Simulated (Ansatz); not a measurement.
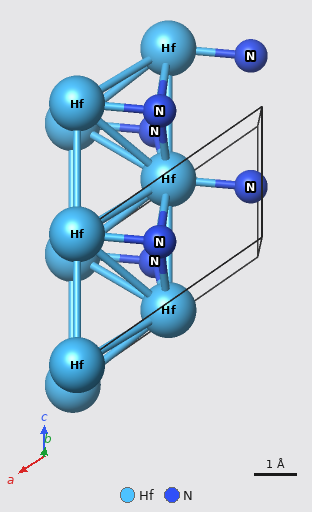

This is the input geometry for a relaxation of crystalline HfN (set up in P1). The picture is a ball-and-stick view of the conventional cell (2 times the calculation's cell), repeated 1 × 1 × 2 with one cell outlined, seen from a free direction. Lengths and directions refer to the drawn axes.

The run lets cell and atoms move, from a rattled start.

Method: Ansatz 0.2.0, Kohn-Sham DFT of a periodic cell, PBE with D4, Ansatz PAW large core.

Input file:
```yaml
crystal:
  lattice:
    - [0.0, 2.256, 2.256]
    - [2.256, 0.0, 2.256]
    - [2.256, 2.256, 0.0]
  atoms:
    - { symbol: Hf, position: [0.025625, -0.018719, -0.002843] }
    - { symbol: "N", position: [0.414643, 0.546878, 0.548614] }
hamiltonian:
  xc: pbe
  pseudopotentials: { kind: paw, core: large }
  dispersion: d4
kpoints:
  mp_grid: { grid: [8, 8, 8] }
scf:
  occupations: { method: fermi_dirac, width: 0.1 }
output:
  forces: true
  stress: true
  write_density: true
  write_potential: true
  elf: true
  volumetric_format: npy
relax:
  f_tol: 0.01
  max_steps: 40
  cell: { stress_tol: 0.05 }
```

Launched with:
```bash
ansatz run input.yaml --threads 1 --pin off --max-ram 2560MiB --backend cpu --events-out ev --progress --plain --runs-dir out
```

Predict the outcome.

The largest moves relative to the cell, 0.16 Å, are those of Hf and N atoms. Largest moves by element: Hf 0.16 Å, N 0.16 Å. Cell: a 5.526 → 5.540 Å (+0.2 %), b = c 3.190 → 3.198 Å (+0.2 %). Volume +0.7 %. Near-neighbour distances that change, for instance: Hf–N 2.526 → 2.262 Å, Hf–N 1.999 → 2.262 Å, Hf–N 2.407 → 2.262 Å, Hf–N 2.141 → 2.262 Å. Among the angles between lasting bonds that change: Hf–N–Hf 165.0° → 180.0°, Hf–N–Hf 165.6° → 180.0°, Hf–N–Hf 100.8° → 90.0°. The space group (tolerance 0.01 Å) goes from P1 (No. 1) to Fm-3m (No. 225). The energy falls by 286 meV per atom in 5 accepted moves (7 points after the start). Largest force component: 3.3 eV/Å at the start, under 0.0001 eV/Å at the end. Pressure: 14.61 GPa at the start and 0.00 GPa at the end. The SCF was repeated twice at an unchanged geometry on a basis and grid sized afresh for the cell, which shifted the energy by 0.2 meV per atom at most. The run took 80 s on 1 thread of Arm Neoverse V2, on a shared host, peak memory 0.44 GiB.

The end point in the same view:

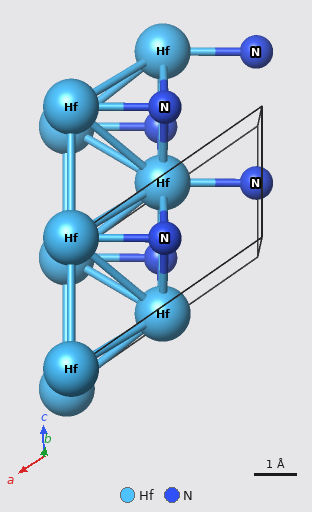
